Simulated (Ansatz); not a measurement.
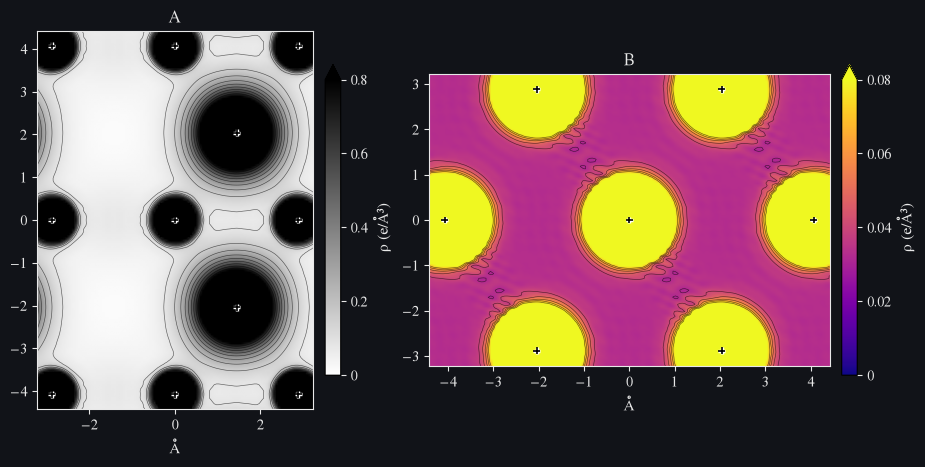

The valence charge density (pseudo) of 2 systems, each on a plane through atoms (crosses mark nuclei in the plane).

All numbers below come from DFT PBEsol, scalar-relativistic, plane waves, PAW in Ansatz 0.2.0.

System 1: Li2Se, the (011) plane of the conventional cell. Space group Fm-3m; computed pressure about 4 GPa in this cell.

```
CELL_PARAMETERS angstrom
5.76093 0.00000 0.00000
0.00000 5.76093 0.00000
0.00000 0.00000 5.76093
ATOMIC_POSITIONS crystal
Li 0.25000 0.25000 0.25000
Li 0.75000 0.75000 0.25000
Li 0.75000 0.25000 0.75000
Li 0.25000 0.75000 0.75000
Li 0.75000 0.25000 0.25000
Li 0.25000 0.75000 0.25000
Li 0.25000 0.25000 0.75000
Li 0.75000 0.75000 0.75000
Se 0.00000 0.00000 0.00000
Se 0.50000 0.50000 0.00000
Se 0.50000 0.00000 0.50000
Se 0.00000 0.50000 0.50000
```

System 2: Na, the (11̄0) plane of the conventional cell. Space group Im-3m; changed on purpose from its base cell (functional PBEsol, strained and moved within the space group); computed without spin polarisation.

Match each panel to its system.

Answer. Panel A is system 1, Li2Se: the plane holds Li and Se. Li–Se (2.49 Å): the density is about 0.31 e/Å³ at the midpoint. Panel B is system 2, Na: the plane holds Na. Na–Na (3.53 Å): ρ at the midpoint is about 0.04 e/Å³, with its minimum of 0.03 e/Å³ about 1.9 Å from Na.
